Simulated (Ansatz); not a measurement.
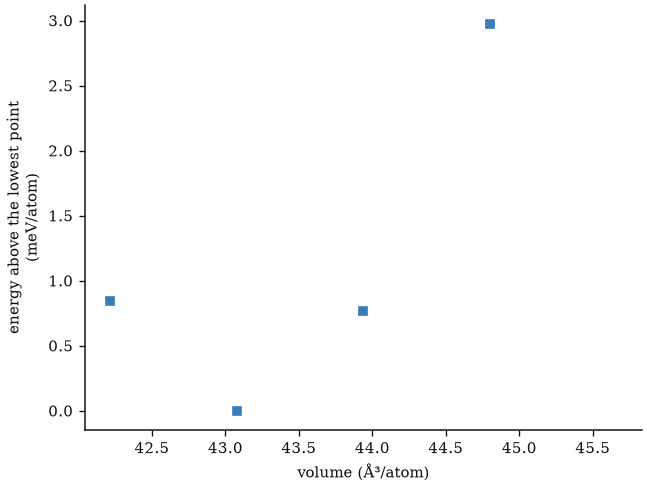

The figure shows the energy above the lowest point against volume for Br, space group Fd-3m (No. 227) (one of a set of cubic test structures, which need not be the stable phase).

Computed with Ansatz 0.2.0 development build: equation of state of a cubic crystal from periodic Kohn-Sham density functional theory without spin, third-order Birch-Murnaghan fit to the free energies; pressure corrected for the finite basis. Level: PBE.

- structure type: diamond
- atoms in cell: 2
- space group number: 227
- lattice centring: face-centred primitive
- k mesh: 14×14×14
- occupation method: Fermi–Dirac
- occupation width: 0.06123 eV
- wave cutoff: 680 eV
- datasets: hand-made PAW
- density tolerance: 1e−09 eV
- bands: 21
- density cutoff ratio: 4
- search for lower states: default

The point at volume 45.66 Å³/atom is left out of the plot. What does the calculation give there?

```
volume (Å³/atom)  energy above the lowest point (meV/atom)
           45.66                                      6.43
```

Caveats: cubic model structure, not the ambient form; no spin polarisation, a magnetic state may lie lower.
